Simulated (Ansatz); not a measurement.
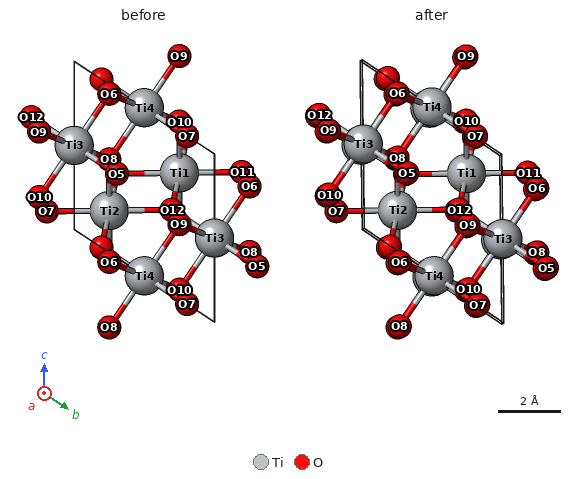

The structure of solid TiO$_{2}$ (set up in Imma) before (left) and after (right) a relaxation, at one scale.

The picture is a ball-and-stick view of the cell of the calculation, seen along the a axis.

Case: volume × 1.10, shape and atoms relaxed.

Computed with DFT PBE, scalar-relativistic, plane waves, PAW (Ansatz 0.2.0). Settings: plane-wave cutoff 420 eV; k-point mesh 6 × 6 × 6; occupations gaussian; smearing width 0.02 eV; no spin polarisation; cell relaxed at fixed volume; force threshold 0.01 eV/Å; at most 30 steps.

Summarise the run.

Answer. The run was cut off at its time limit before the relaxation converged, so the last structure is only a point on the way. The energy falls by 10.0 meV per atom in 9 geometry steps. Largest force component: 0.44 eV/Å at the start, 0.013 eV/Å at the end. The pressure goes from −17.64 to −14.35 GPa. The largest moves relative to the cell, 0.040 Å, are those of 8 atoms (O5, O6, O7, O8 and others). O12 goes along [−1 −1 0]. By element the largest moves are O 0.040 Å, Ti 0.004 Å. The drawn cell changes at constant volume: a = b = c 5.687 → 5.695 Å (+0.2 %), α 114.9° → 116.5°, β 106.8° → 106.1°, γ 106.8° → 106.1°. Some distances before and after: Ti1–Ti2 3.059 → 2.998 Å, Ti1–O10 2.068 → 2.129 Å, Ti1–O11 2.021 → 1.977 Å. The space group (tolerance 0.01 Å) goes from P4_2/mnm (No. 136) to Imma (No. 74).
